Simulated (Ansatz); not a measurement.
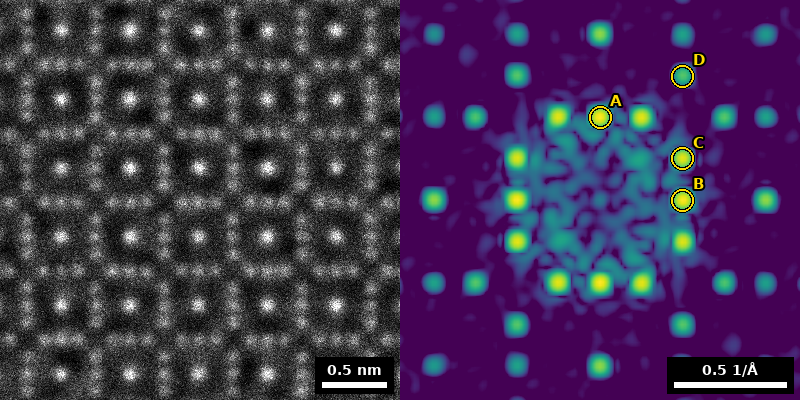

Integrated-DPC-like image of a crystal. Simulated as the projected potential of neutral atoms (B = 0.5 Å²) blurred by a 0.66 Å probe, the thin-sample limit of integrated differential phase contrast. Shot noise and the speckle of an amorphous layer were added.

The right panel is the modulus of the image's Fourier transform on a logarithmic scale.

**Which lattice spacings do the marked spots stand for, and what angle do A and B enclose?**

A: 2.7 Å, B: 2.7 Å, C: 2.4 Å, D: 1.5 Å; A and B enclose about 90°.

The crystal is Ge (Pm-3n, No. 223) along [001]; the spots are (0 -2 0), (-2 0 0), (-2 -1 0) and (-2 -3 0). Structure: the geometry relaxed with Ansatz, DFT, PBE, plane waves (420 eV) with PAW, scalar-relativistic; the starting structure was generated, so it need not be a known form of this composition.
